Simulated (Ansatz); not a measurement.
# Band-structure calculation of PtS$_{2}$

- system: PtS$_{2}$ (R-3m, 3 atoms in the cell)
- method: DFT, LDA, plane waves, PAW, no spin polarisation (Ansatz 0.2.0)

The structure was built on a prototype by a generator. The geometry comes from this level: r2scan-rvv10.

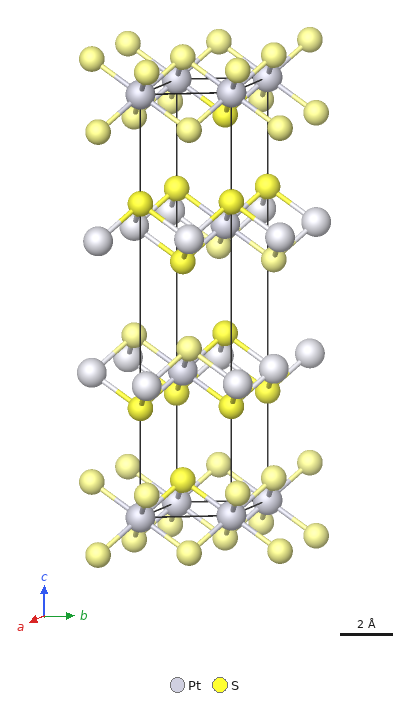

*The input geometry (ball-and-stick view of the cell 3 times as large as that of the calculation, set on its symmetry axes, seen slightly off an axis; neighbours outside the cell are drawn fainter). An atom can appear more than once, as a periodic image.*

Near neighbours in the periodic cell (some may lie outside the picture): Pt has 6 S at 2.39 Å; S has 3 Pt at 2.39 Å.

Summary

```json
{"quantity": "outcome", "value": "converged"}
{"quantity": "space group (tolerance 0.01 Å)", "value": "R-3m (166)"}
{"quantity": "electrons treated", "value": "30"}
{"quantity": "free energy", "value": "−13985.2642 eV"}
{"quantity": "Fermi energy", "value": "9.002 eV"}
{"quantity": "gap on the k-point mesh", "value": "0.93 eV"}
{"quantity": "pressure", "value": "−3.58 GPa"}
{"quantity": "largest force (length of the vector)", "value": "0.440 eV/Å"}
{"quantity": "hardware", "value": "2 threads of Arm Neoverse V1, 24 GiB of memory available, shared host"}
{"quantity": "wall time", "value": "3.1 s (CPU time 5.9 s)"}
{"quantity": "peak memory", "value": "0.34 GiB"}
```

Spin–orbit coupling is left out, which matters for Pt.

The input
```yaml
crystal:
  lattice:
    - [1.7644428793, 1.0187015713, 5.5230471123]
    - [-1.7644428793, 1.0187015713, 5.5230471123]
    - [0.0, -2.0374031427, 5.5230471123]
  atoms:
    - { symbol: Pt, position: [0.0, 0.0, 0.0] }
    - { symbol: S, position: [0.2583047974, 0.2583047974, 0.2583047974] }
    - { symbol: S, position: [0.7416952026, 0.7416952026, 0.7416952026] }
kpoints:
  mp_grid: { grid: [8, 8, 8] }
  band_path:
    path:
      - [0.0, 0.0, 0.0]
      - [0.5, 0.5, 0.5]
      - [0.8106532212, 0.1893467788, 0.5]
      - [0.5, -0.1893467788, 0.1893467788]
      - [0.5, 0.0, 0.0]
      - [0.3446733894, -0.3446733894, 0.0]
      - [0.6553266106, 0.0, 0.3446733894]
      - [0.5, 0.0, 0.5]
      - [0.192708, 0.192708, 0.367188]
      - [0.0, 0.242188, -0.242188]
      - [0.25, 0.25, -0.5]
    npoints: 1
hamiltonian:
  xc: lda
scf:
  occupations: { method: fixed }
  n_extra_bands: 4
output:
  forces: true
  stress: true
  eigenvalues: true
  write_density: true
  write_potential: true
  elf: true
  volumetric_format: npy
```

Run as:
```bash
ansatz run input.yaml --threads 2 --pin off --max-ram 2211MiB --backend cpu --events-out ev --progress --plain --runs-dir out
```

What the program printed
```
basis.fft_grid_basis auto: the FFT boxes are laid along the combinations [[1, -1, 0], [0, 1, 0], [0, -1, 1]] of the cell's own vectors, 3.529, 5.887 and 3.529 Å long. The dense box has 24×40×24 points. Along the cell's own vectors, as sized, it would have 40×40×40, 2.78 times as many. Of the 12 symmetry operations that the crystal satisfies within crystal.symmetry.tolerance (time reversal apart; of a slab, those that keep its plane) the dense box along the cell's own vectors carries 12, and the one as laid loses 8 of those. basis.fft_grid_basis: typed keeps the cell's own vectors: state it where this run's energies or levels are differenced outside the engine with another run's, or held beside a run that keeps those vectors. Those combinations have planes normal to reciprocal vector 3, as the cell's own vectors have. Each planar average written beside output.write_density, output.write_potential has a row for each plane of the box: 24. The volumetric files lie along those combinations, not along the cell's own vectors: a cube or XSF file states them, and fields.json those of NumPy files.
scf.n_extra_bands = 4 over 15 filled bands (N_el = 30.0): the run solves 19 bands
Engine: ansatz 0.2.0, aarch64-unknown-linux-gnu
Pseudopotentials: kind: paw
Pseudopotential: Pt, paw, valence charge 18, recommended cutoff 420 eV (normal), Pt.paw.azcp
Pseudopotential: S, paw, valence charge 6, recommended cutoff 420 eV (normal), S.paw.azcp
Functional definition: SPW92
  exchange = slater_x
  correlation = pw_c
Crystal: 3 atoms, lattice volume = 59.564 Å³
Basis set: ecut = 420 eV, 1171 PW (Γ), FFT grids on a1−a2, a2, −a2+a3
Bands: 19, of which v1, the nominal top of the filled ones, is band 15 counted from 1 (14 counted from 0)
Symmetry: 12 space group operations
Space group: R-3m (ITA 166), of the structure as read, at distance tolerance 3.9e-5 Å
k-points: 65 of 512
Non-local potential: Pt, projectors of the file, l = 0: 3, l = 1: 2, l = 2: 2, l = 3: 1
Non-local potential: S, projectors of the file, l = 0: 2, l = 1: 2, l = 2: 2
PAW form: soft (Blöchl's): semilocal exchange-correlation on the pseudo side does not see the compensation charge
PAW frozen core: Pt, regenerated for the run's functional, and the local potential with it (the file was generated under x = pbe(κ = 0.804, μ = 0.2195149727645171), c = pbe(β = 0.06672455060314922))
PAW frozen core: S, regenerated for the run's functional, and the local potential with it (the file was generated under x = pbe(κ = 0.804, μ = 0.2195149727645171), c = pbe(β = 0.06672455060314922))
PAW one-centre angular grid: Pt, 590 points (default); XC on 64 Gauss nodes
PAW one-centre angular grid: S, 110 points (default); XC on 64 Gauss nodes
Initial density: superposition of atomic densities (neutral atoms: chi_scale 0, normalization atom), corrected by the library's trained network
Initial wavefunctions: pseudopotential atomic-orbital guess
Functional: x = slater, c = lda
SCF iter   1: F=—  HF=-13985.269439 eV  |F-HF|=—  |Δ(HF+E_count)|=         —  Δρ=6.33e-3  dr2=2.91e-2  ethr=1.77e-3  ⟨swp⟩=4.9  Hψ=5449  notcnv=0  defer=129
preconditioner: auto → none  [insulator: Δε(μ)=0.912 eV  Ē_g=9.490 eV  n_scr=16 (ndim 8)  ℏωp=22.6 eV  f_vac=0.052  ε∞_Penn≈6.7]
SCF iter   2: F=—  HF=-13985.272410 eV  |F-HF|=—  |Δ(HF+E_count)|=   2.97e-3  Δρ=6.29e-3  dr2=4.33e-2  ethr=9.69e-5  ⟨swp⟩=2.9  Hψ=2370  notcnv=0  defer=130
SCF iter   3: F=—  HF=-13985.264565 eV  |F-HF|=—  |Δ(HF+E_count)|=   7.84e-3  Δρ=2.18e-3  dr2=2.27e-3  ethr=9.69e-5  ⟨swp⟩=2.2  Hψ=1845  notcnv=0  defer=130
SCF iter   4: F=—  HF=-13985.264230 eV  |F-HF|=—  |Δ(HF+E_count)|=   3.36e-4  Δρ=4.85e-4  dr2=9.41e-5  ethr=7.58e-6  ⟨swp⟩=2.5  Hψ=1919  notcnv=0  defer=130
SCF iter   5: F=—  HF=-13985.264194 eV  |F-HF|=—  |Δ(HF+E_count)|=   3.57e-5  Δρ=5.97e-5  dr2=8.95e-7  ethr=3.14e-7  ⟨swp⟩=2.0  Hψ=1790  notcnv=0  defer=15
SCF iter   6: F=-13985.264194 eV  HF=-13985.264194 eV  |F-HF|=6.14e-9  |Δ(HF+E_count)|=   5.76e-8  Δρ=1.41e-5  dr2=3.69e-8  ethr=3.33e-10  ⟨swp⟩=11.5  Hψ=9953  notcnv=0
SCF 1 converged in 6 iterations: F = -13985.264194 eV  dr2 = 3.69e-8
  greatest PAW one-centre occupation: 1.000 electrons in one spin orbital (limit 2), on the Pt atom at site 0 (counted from 0), in its partial waves of l = 0
```

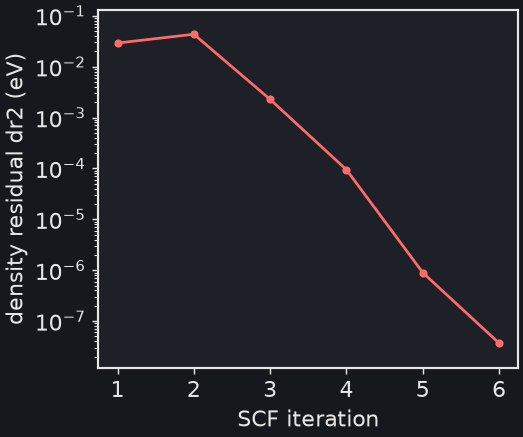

*Convergence of the self-consistent field: density residual dr2 against the SCF iteration.*

The residual falls almost steadily, with no more than small rises.

```
NSCF: frozen V_eff on 11 k-points
SCF converged after 6 iterations
Free energy (F): -13985.264194 eV
Harris-Foulkes:  -13985.264194 eV  (|F-HF|=6.14e-9)
Internal energy: -13985.264194 eV  (E = F + TS)
E sigma→0 (E₀):  -13985.264194 eV
Fermi energy:    9.002134 eV
--- Per-component energies (eV) ---
  E_band       = -362.356910
  E_kinetic    = 851.014206
  E_local      = -3436.956215  (includes V_loc(G=0)·N_el)
  E_nonlocal   = 264.415380
  E_hartree    = 1371.129810
  E_xc         = -452.543783
  E_vxc        = -477.772382  (∫ρ·V_xc dr)
  E_paw        = -10314.590614  (= ΣΔE_a)
  E_vpaw       = -305.318267  (= ΣTr[D̂ρ^β])
  E_aug_tail   = 0.000168  (compensation charges beyond the density's cutoff)
  E_ewald      = -2268.503411
  E_core_change = 0.770265  (= ΣΔE_core)
  E_smearing   = -0.000000  (= −TS)
  E_closure    = -0.000000  (closes the sum)
  Σ components = -13985.264194   (vs F -13985.264194, Δ=0.00e0)
--- Forces (eV/Å), atoms counted from 1 ---
  atom   1  Pt     0.00000000    -0.00000000     0.00000000
  atom   2  S     -0.00000000    -0.00000000     0.43999488
  atom   3  S      0.00000000     0.00000000    -0.43999488
  max |Σ_I F_I| component: 5.55e-17 eV/Å
--- Stress (GPa, compression-positive) ---
       -3.470016       0.000000       0.000000
        0.000000      -3.470016       0.000000
        0.000000       0.000000      -3.804826
  P = ⅓ Tr σ = -3.5816 GPa (-35.816 kbar)
--- Band table (eV; the first three rows and the last of 65) ---
  k-point 0: bands = ["-90.1112", "-44.2353", "-44.2353", "-44.1584", "-5.6480", "-3.0864", "2.7119", "2.9102", "2.9102", "5.6119", "5.6119", "7.4581", "8.3893", "8.3893", "8.8942", "11.7125", "11.7125", "14.2415", "14.3361"]
  k-point 1: bands = ["-90.1111", "-44.2387", "-44.2362", "-44.1580", "-5.4440", "-3.1568", "2.8752", "3.0274", "3.0361", "5.3022", "5.4716", "7.0374", "8.2785", "8.4697", "8.9821", "10.8772", "11.4497", "14.9962", "15.1670"]
  k-point 2: bands = ["-90.1110", "-44.2470", "-44.2383", "-44.1569", "-4.8923", "-3.3150", "3.0100", "3.2783", "3.6910", "4.3401", "5.3465", "6.5003", "7.8771", "8.2830", "8.5330", "10.4533", "11.1792", "14.8338", "16.3465"]
  k-point 64: bands = ["-90.1112", "-44.2353", "-44.2353", "-44.1584", "-5.4683", "-3.5005", "2.9272", "2.9272", "3.6396", "5.6152", "5.6152", "6.8894", "8.0421", "8.2453", "8.2453", "11.8565", "11.8565", "14.6215", "16.0225"]
```

File bands.tsv
```
# k_distance	band_0	band_1	band_2	band_3	band_4	band_5	band_6	band_7	band_8	band_9	band_10	band_11	band_12	band_13	band_14	band_15	band_16	band_17	band_18
# fermi_ev = 9.002134
# lock_threshold_ev = 1e-6
# [0, 0, 0] at k_distance = 0.000000
# [0.5, 0.5, 0.5] at k_distance = 0.568815
# [0.8106532212, 0.1893467788, 0.5] at k_distance = 1.675052
# [0.5, -0.1893467788, 0.1893467788] at k_distance = 2.079241
# [0.5, 0, 0] at k_distance = 2.753505
# [0.3446733894, -0.3446733894, 0] at k_distance = 3.396771
# [0.6553266106, 0, 0.3446733894] at k_distance = 3.782377
# [0.5, 0, 0.5] at k_distance = 4.335495
# [0.192708, 0.192708, 0.367188] at k_distance = 5.244041
# [0, 0.242188, -0.242188] at k_distance = 6.464602
# [0.25, 0.25, -0.5] at k_distance = 7.369083
# levels_relative_to = fermi_ev
# free_energy_ev = -13985.264194
# largest_residual_norms_ev = 9.295e-4 1.562e-4 1.874e-4 9.374e-4 6.507e-4 1.273e-3 1.331e-3 1.224e-3 1.497e-3 1.487e-3 1.543e-3 1.254e-3 1.725e-3 1.189e-3 1.265e-3 7.100e-4 1.020e-3 1.174e-3 1.465e-3
0.000000	-99.113318	-53.237470	-53.237470	-53.160577	-14.650094	-12.088572	-6.290206	-6.091970	-6.091970	-3.390184	-3.390184	-1.544040	-0.612784	-0.612784	-0.107915	2.710370	2.710370	5.239350	5.334012
0.568815	-99.113314	-53.237467	-53.237467	-53.160571	-14.470394	-12.502667	-6.074968	-6.074968	-5.362527	-3.386965	-3.386965	-2.112702	-0.960079	-0.756790	-0.756790	2.854408	2.854408	5.619374	7.020348
1.675052	-99.112813	-53.255321	-53.252273	-53.157202	-12.583092	-12.559086	-6.102382	-5.800068	-5.521595	-4.206382	-3.888493	-2.933882	-2.673042	-1.280620	-1.013165	1.495015	1.858117	6.305356	7.220075
2.079241	-99.112813	-53.255321	-53.252273	-53.157202	-12.583092	-12.559086	-6.102382	-5.800068	-5.521595	-4.206382	-3.888493	-2.933882	-2.673042	-1.280620	-1.013165	1.495015	1.858117	6.305356	7.220075
2.753505	-99.112866	-53.260764	-53.243409	-53.157551	-12.939877	-12.434415	-6.852687	-5.562330	-4.898979	-4.191279	-2.632092	-2.552175	-2.336969	-2.212725	-2.124760	2.049006	2.322586	5.821038	6.226998
3.396771	-99.112811	-53.254707	-53.253074	-53.157184	-12.567278	-12.562556	-6.061836	-5.695367	-5.674612	-4.108422	-3.946078	-2.951915	-2.746839	-1.149773	-1.134334	1.451662	1.849830	6.260305	7.785616
3.782377	-99.112811	-53.254707	-53.253074	-53.157184	-12.567278	-12.562556	-6.061836	-5.695367	-5.674612	-4.108422	-3.946078	-2.951915	-2.746839	-1.149773	-1.134334	1.451662	1.849830	6.260305	7.785616
4.335495	-99.112867	-53.260764	-53.243411	-53.157557	-12.848910	-12.512943	-7.076278	-5.509569	-4.645532	-4.366475	-2.681818	-2.627565	-2.532640	-2.195314	-1.620318	2.765707	2.815129	4.175668	5.758379
5.244041	-99.113194	-53.243802	-53.239080	-53.159752	-14.185753	-12.363195	-6.176074	-5.865786	-5.373612	-4.027061	-3.626745	-2.308410	-1.068587	-0.609679	0.047046	1.359873	2.434578	6.430885	6.813156
6.464602	-99.112881	-53.256247	-53.247185	-53.157631	-12.954790	-12.506201	-6.138583	-5.569138	-5.002774	-4.524166	-4.092639	-2.571217	-2.504558	-1.777490	-0.581085	0.932991	2.510696	6.458077	8.105516
7.369083	-99.113092	-53.249132	-53.240436	-53.159064	-13.785927	-12.482072	-6.181620	-5.701128	-4.976676	-4.597181	-3.682461	-2.631625	-1.104679	-0.817914	-0.120536	0.964121	2.368922	6.028091	7.486275
```

File rho_z.tsv
```
# z_ang	rho[e/angstrom^3]
# format = ansatz-planar-average/11
# lattice	1.764442879	1.018701571	5.523047112
# lattice	-1.764442879	1.018701571	5.523047112
# lattice	0.000000000	-2.037403143	5.523047112
# sites	3
# site	78	0.000000000	0.000000000	0.000000000
# site	16	0.000000000	-0.000000000	4.279888696
# site	16	0.000000000	-0.000000000	12.289252641
0.000000	9.670900e-1
0.245286	9.434288e-1
0.490571	8.719459e-1
0.735857	7.577587e-1
0.981142	6.202555e-1
1.226428	4.881904e-1
1.471714	3.854067e-1
1.716999	3.204945e-1
1.962285	2.855798e-1
2.207571	2.663573e-1
2.452856	2.539121e-1
2.698142	2.457250e-1
2.943427	2.426189e-1
3.188713	2.457250e-1
3.433999	2.539121e-1
3.679284	2.663573e-1
3.924570	2.855798e-1
4.169856	3.204945e-1
4.415141	3.854067e-1
4.660427	4.881904e-1
4.905712	6.202555e-1
5.150998	7.577587e-1
5.396284	8.719459e-1
5.641569	9.434288e-1
```

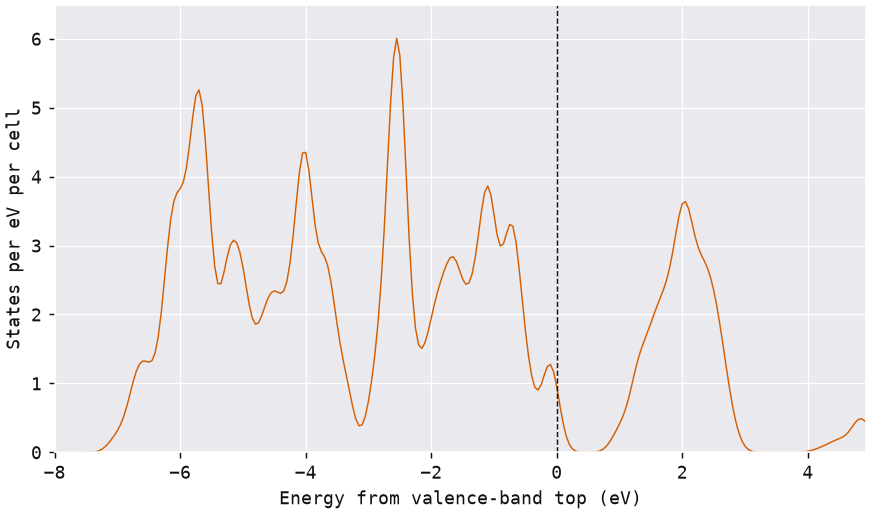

*Density of states (the curve is built from the levels of the k mesh with Gaussians 0.3 eV wide, which also blur the band edges), with energies from the valence-band top.*

There is a gap of 0.93 eV on the k-point mesh. Small ripples come from the finite k-point mesh.

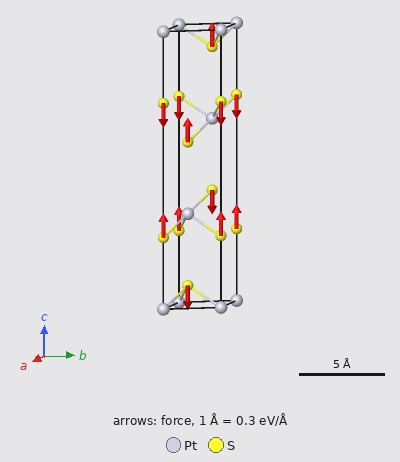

*Forces on the atoms as red arrows (ball-and-stick view of the cell 3 times as large as that of the calculation, set on its symmetry axes, seen slightly off an axis).*

The largest act on S2, S3 (0.44 eV/Å). Atoms are counted from 1 in the order of the input and aren't labelled in the picture. The geometry is not a stationary point of this energy.

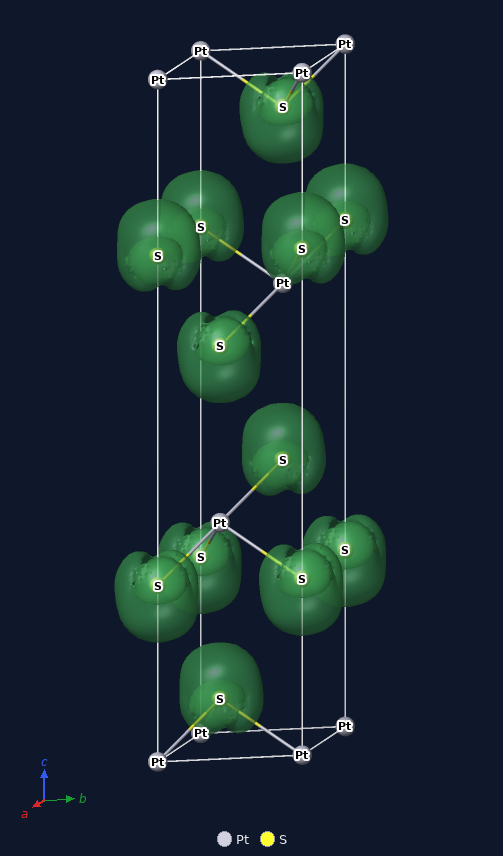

*Isosurface of the electron localisation function at 0.75 (green), seen slightly off an axis. Only the valence region is drawn (cores and ρ < 0.01 e/Å³ removed). Sticks mark near contacts. The outline is the cell set on symmetry axes.*

Values along the shortest contacts: Pt–S (2.39 Å): the ELF is about 0.45 at the midpoint. Core electrons are frozen (PAW), so the fields are smoothed inside the atomic spheres.

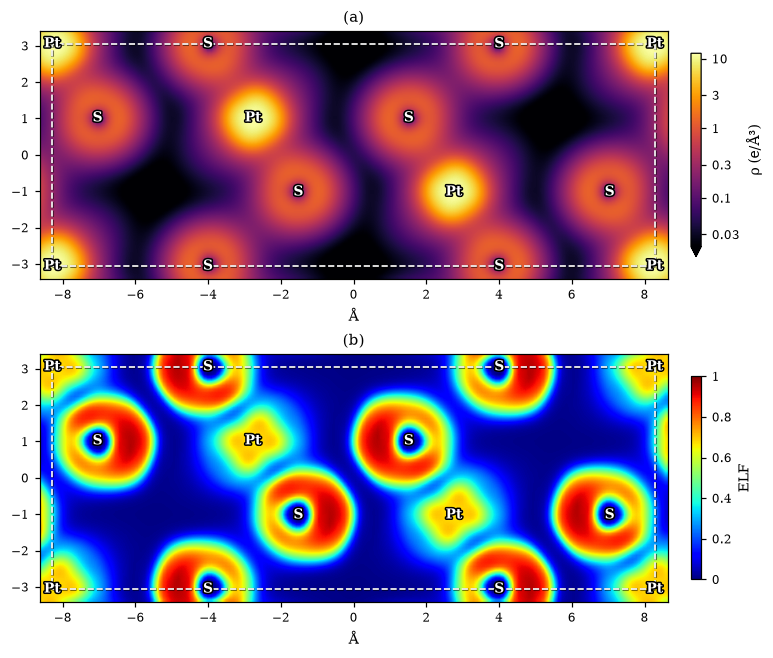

*(a) valence electron density; (b) ELF on the (110) plane of the conventional cell.*

Pt–S (2.39 Å): ρ at the midpoint is about 0.67 e/Å³; the ELF is about 0.45 at the midpoint. Away from the nuclei the density in this plane falls to 0.01 e/Å³ at its lowest. The strong features right at Pt lie inside the PAW spheres (semicore, d or f shells) and say nothing about bonding.

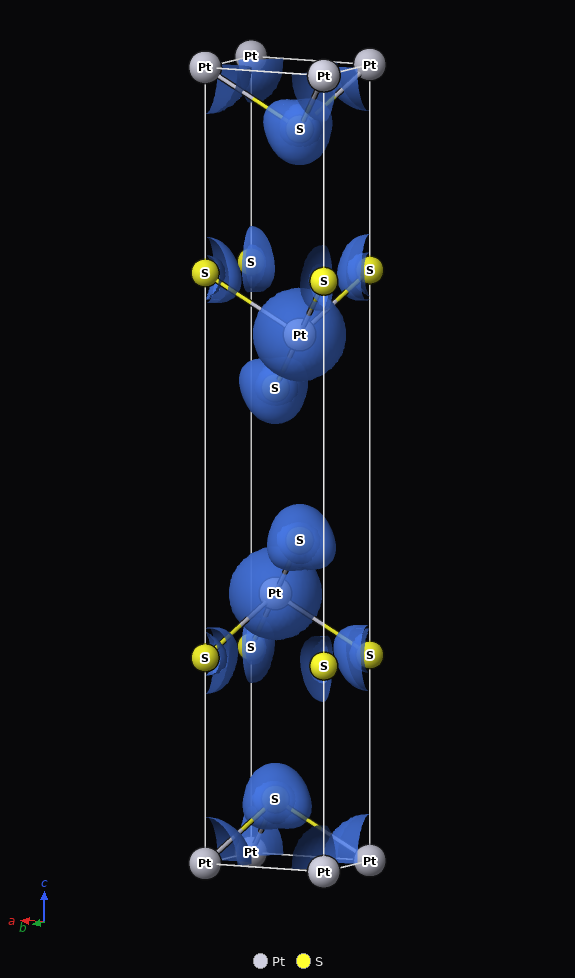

*Isosurface of the valence electron density at 1 e/Å³ (blue), seen at an oblique angle. Sticks mark near contacts. The outline is the cell set on symmetry axes.*

At this value the density breaks into separate islands; it holds about 55 % of the electrons treated as valence (semicore included). It is pinched off along the Pt–S (2.39 Å) contacts. On the grid the lowest density along these lines, outside the cores, is 0.67 e/Å³ (Pt–S, 2.39 Å).
